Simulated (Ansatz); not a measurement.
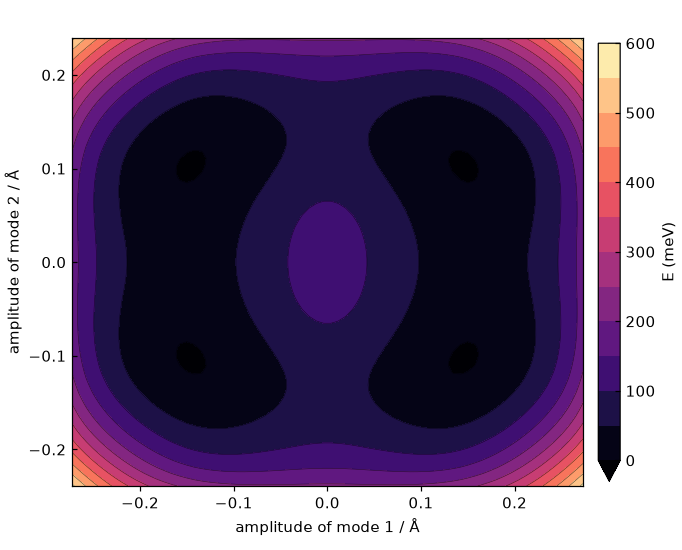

TaN (Fm-3m, No. 225; 4 atoms in the cell). The energy is mapped over two normal modes frozen in (zone-centre modes of the 4-atom cell of this scan, which folds in the wave vector (0, 1/2, 1/2) of the primitive cell). The first coordinate is: amplitude of mode 1 (275i cm⁻¹), largest displacement; the second: amplitude of mode 2 (80i cm⁻¹), largest displacement. Nothing is relaxed (the cell and all other modes fixed). The scan uses a 9 × 9 grid; 29 points were computed and 52 follow by symmetry. Points are written as (first, second). Energies are in meV per cell, from the lowest grid point. Method: Ansatz, DFT PBE, scalar-relativistic, plane waves, PAW. Settings: cutoff 520 eV, k-mesh 14×14×10 in the order of the run's cell vectors, gaussian smearing 0.15 eV, no spin polarisation.

In the figure: filled contours. Between grid points the surface is interpolated.

The lowest grid point is at (−0.137 Å, −0.119 Å); the map holds 4 wells of about this depth. The reference structure, at (0.000 Å, 0.000 Å), is a maximum of this map. It is the only kind of minimum in the scanned range. Relaxing all atoms from the lowest point lowers the energy by a further 71 meV. The highest grid point, (−0.273 Å, −0.239 Å), lies 563 meV above the lowest. On the interpolated surface the easiest way out of the lowest well to a well of about the same depth near (−0.137 Å, 0.119 Å) passes a barrier of about 23 meV, counted from the interpolated bottom of the well. The reference (Fm-3m) is not the lowest structure on this map: a distortion lowers the energy (space group C2/m at the lowest grid point).

The level of theory is changed to DFT PBEsol, scalar-relativistic, plane waves, PAW in Ansatz 0.2.0; with it change the cell, relaxed at the new level (first cell vector 3.094 Å, before 3.123 Å); the new grid has 9 × 9 points, laid about the new relaxed structure.

Q: What does this change do to the map?

A: The minimum (interpolated where it lies between grid points) moves from about (−0.149 Å, −0.103 Å) to about (−0.140 Å, −0.101 Å). The easiest pass out of the lowest well goes from about 23 to about 22 meV on the interpolated surfaces. In the new map: the reference (Fm-3m) is not the lowest structure on this map: a distortion lowers the energy (space group C2/m at the lowest grid point).

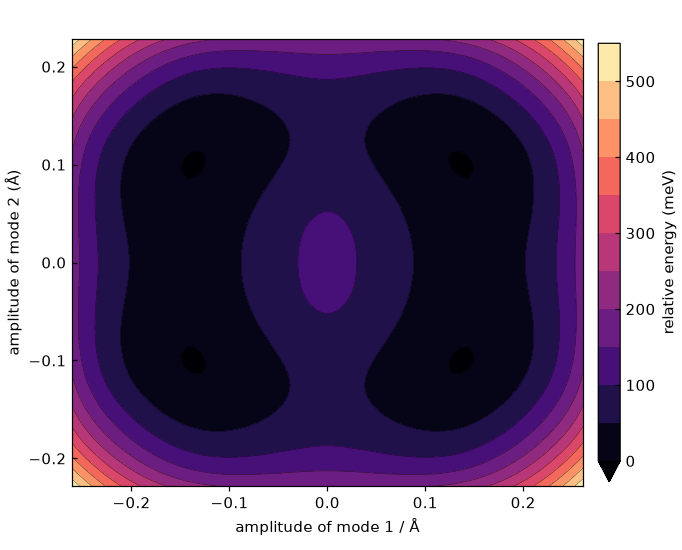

The map after the change, on a colour scale of its own. The picture shows filled contours. Between grid points the surface is interpolated.

PAW datasets: the set soft_1.
